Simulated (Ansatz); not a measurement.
W5S11 (cell charge +1, with a compensating background) (cell with a defect)

The calculation's input:

```
crystal:
  lattice:
    - [12.6388667674, 0.0, 0.0]
    - [-6.3194333837, -10.9455796956, 0.0]
    - [0.0, 0.0, -16.9394672175]
  atoms:
    - { symbol: S, position: [0.9166666667, 0.5833333333, 0.0], spin: 0.143 }
    - { symbol: W, position: [0.1714696388, 0.5832955765, 0.0] }
    - { symbol: W, position: [0.9167044235, 0.3285303612, 0.0] }
    - { symbol: W, position: [0.4173393308, 0.5846786616, 0.0] }
    - { symbol: W, position: [0.1665719764, 0.3334280236, 0.0] }
    - { symbol: W, position: [0.9153213384, 0.0826606692, 0.0] }
    - { symbol: W, position: [0.6618259377, 0.5832955765, 0.0] }
    - { symbol: W, position: [0.4168560471, 0.3334280236, 0.0] }
    - { symbol: W, position: [0.1665719764, 0.0831439529, 0.0] }
    - { symbol: W, position: [0.9167044235, 0.8381740623, 0.0] }
    - { symbol: W, position: [0.6618259377, 0.3285303612, 0.0] }
    - { symbol: W, position: [0.4173393308, 0.0826606692, 0.0] }
    - { symbol: W, position: [0.1714696388, 0.8381740623, 0.0] }
    - { symbol: W, position: [0.6664772052, 0.0829544103, 0.0] }
    - { symbol: W, position: [0.4170455897, 0.8335227948, 0.0] }
    - { symbol: W, position: [0.6664772052, 0.8335227948, 0.0] }
    - { symbol: S, position: [0.0846968685, 0.6673484342, 0.0886433605], spin: 0.143 }
    - { symbol: S, position: [0.3356019811, 0.6678694991, 0.0938694999] }
    - { symbol: S, position: [0.0835041039, 0.4164958961, 0.0930047699] }
    - { symbol: S, position: [0.5822675181, 0.6678694991, 0.0938694999] }
    - { symbol: S, position: [0.3334381674, 0.4168763349, 0.0928502382] }
    - { symbol: S, position: [0.0831236651, 0.1665618326, 0.0928502382] }
    - { symbol: S, position: [0.8326515658, 0.6673484342, 0.0886433605], spin: 0.143 }
    - { symbol: S, position: [0.5829917921, 0.4164958961, 0.0930047699] }
    - { symbol: S, position: [0.3334381674, 0.1665618326, 0.0928502382] }
    - { symbol: S, position: [0.0835041039, 0.9170082079, 0.0930047699] }
    - { symbol: S, position: [0.8326515658, 0.4153031315, 0.0886433605], spin: 0.143 }
    - { symbol: S, position: [0.5822675181, 0.1643980189, 0.0938694999] }
    - { symbol: S, position: [0.3356019811, 0.9177324819, 0.0938694999] }
    - { symbol: S, position: [0.8321305009, 0.1643980189, 0.0938694999] }
    - { symbol: S, position: [0.5833333333, 0.9166666667, 0.0930271166] }
    - { symbol: S, position: [0.8321305009, 0.9177324819, 0.0938694999] }
    - { symbol: S, position: [0.0846968685, 0.6673484342, 0.9113566395], spin: 0.143 }
    - { symbol: S, position: [0.3356019811, 0.6678694991, 0.9061305001] }
    - { symbol: S, position: [0.0835041039, 0.4164958961, 0.9069952301] }
    - { symbol: S, position: [0.5822675181, 0.6678694991, 0.9061305001] }
    - { symbol: S, position: [0.3334381674, 0.4168763349, 0.9071497618] }
    - { symbol: S, position: [0.0831236651, 0.1665618326, 0.9071497618] }
    - { symbol: S, position: [0.8326515658, 0.6673484342, 0.9113566395], spin: 0.143 }
    - { symbol: S, position: [0.5829917921, 0.4164958961, 0.9069952301] }
    - { symbol: S, position: [0.3334381674, 0.1665618326, 0.9071497618] }
    - { symbol: S, position: [0.0835041039, 0.9170082079, 0.9069952301] }
    - { symbol: S, position: [0.8326515658, 0.4153031315, 0.9113566395], spin: 0.143 }
    - { symbol: S, position: [0.5822675181, 0.1643980189, 0.9061305001] }
    - { symbol: S, position: [0.3356019811, 0.9177324819, 0.9061305001] }
    - { symbol: S, position: [0.8321305009, 0.1643980189, 0.9061305001] }
    - { symbol: S, position: [0.5833333333, 0.9166666667, 0.9069728834] }
    - { symbol: S, position: [0.8321305009, 0.9177324819, 0.9061305001] }
  host:
    lattice:
      - [3.1597166919, 0.0, 0.0]
      - [-1.5798583459, 2.7363949239, 0.0]
      - [0.0, 0.0, 16.9394672175]
    atoms:
      - { symbol: W, position: [0.3333333333, 0.6666666667, 0.0] }
      - { symbol: S, position: [0.6666666667, 0.3333333333, 0.9069626206] }
      - { symbol: S, position: [0.6666666667, 0.3333333333, 0.0930373794] }
total_charge: 1
basis:
  ecutwfc: 420
  xc_grid: 2
kpoints:
  mp_grid: { grid: [2, 2, 2], shift: [0.0, 0.0, 0.0] }
hamiltonian:
  xc: pbe
  dispersion: d3bj
scf:
  occupations: { method: gaussian, width: 0.01 }
output:
  forces: true
  stress: false
  eigenvalues: true
  populations: true
  charged_corrections:
    defect_position: [0.91666667, 0.58333333, 0.0]
    epsilon: [[5.6102, 0.0, 0.0], [0.0, 5.6102, 0.0], [0.0, 0.0, 1.4325]]
  write_density: true
  write_potential: true
  elf: true
  volumetric_format: npy
magnetization:
  spin_polarized: true
relax:
  adjacent_minimum: "off"
  f_tol: 0.025
  max_steps: 45
```

Launched as:

```sh
ansatz run input.yaml --threads 4 --pin off --max-ram 10240MiB --backend cpu --events-out ev --progress --plain --runs-dir out
```

The fields are those of the relaxed geometry.

Spin-polarised.

Level of theory: Ansatz, DFT PBE+D3(BJ), scalar-relativistic, plane waves, PAW.

Core electrons are frozen (PAW), and the valence fields are smoothed inside the atomic spheres.

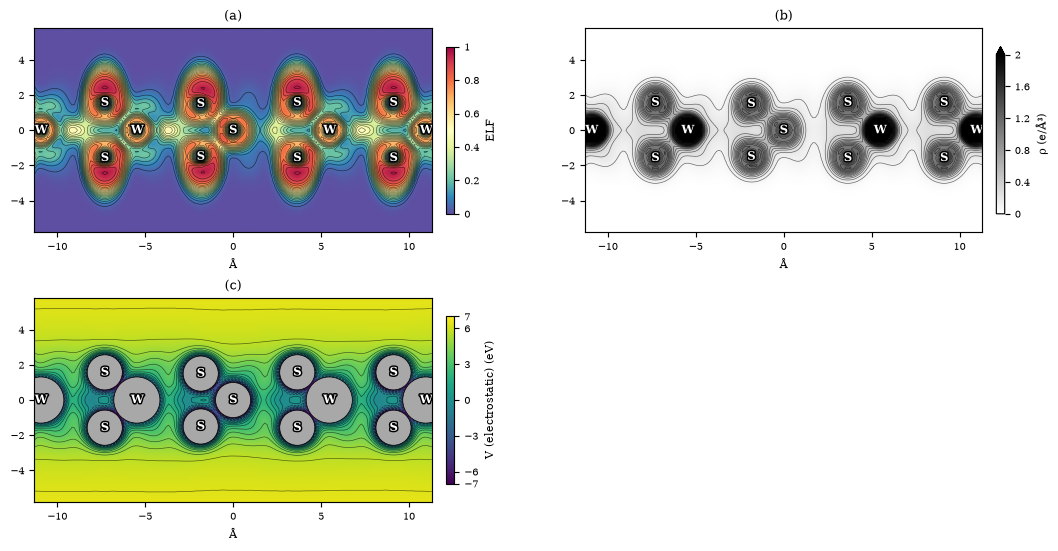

Figure 1. (a) ELF; (b) valence electron density; (c) electrostatic potential (local pseudopotential plus Hartree) felt by an electron on the (110) plane of the calculation cell, a cut from vacuum to vacuum. Grey discs cover the atomic cores in the potential map.

### What does the map show?

- Atoms in the plane: S and W.
- S–S (2.38 Å): ρ is about 0.57 e/Å³ halfway; the ELF peaks at about 0.85 in the valence shell of S, 0.7 Å from its nucleus, and drops to about 0.60 between the two atoms.
- W–S (2.41 Å): ρ is about 0.63 e/Å³ halfway; the ELF peaks at about 0.85 in the valence shell of S, 0.8 Å from its nucleus, and is about 0.50 at the midpoint.
- The density dies away to nearly zero in the vacuum.
- The features right at W lie inside the PAW spheres, where the map follows smoothed inner orbitals and isn't to be read closely.
- Outside the cores the potential energy rises away from the atoms and is highest in the vacuum; its zero is arbitrary.

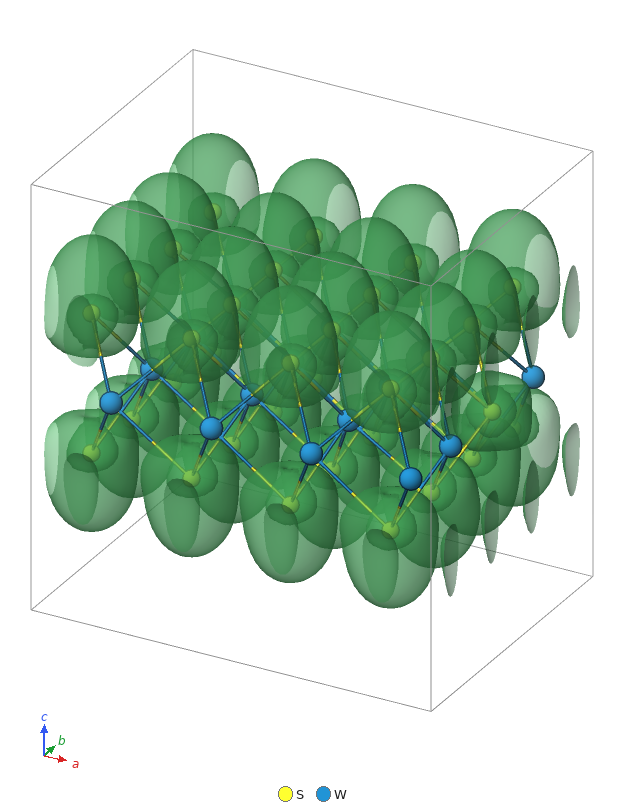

Figure 2. Isosurface of the electron localisation function at 0.7 (green), seen slightly off an axis. Only the valence region is drawn (cores and ρ < 0.01 e/Å³ removed). Sticks mark near contacts.

### Where are the electrons localised?

The surface consists of 33 regions wrapped around S (the valence shell of each), counted in one cell of 48 atoms. Counts are for one cell; the picture repeats the cell along the surface.


 W–S (2.40 Å): the ELF peaks at about 0.85 in the valence shell of S, 0.8 Å from its nucleus, and is about 0.50 at the midpoint.

### Does the calculation give a band gap?

It is metallic or semimetallic at this level of theory: no gap opens.
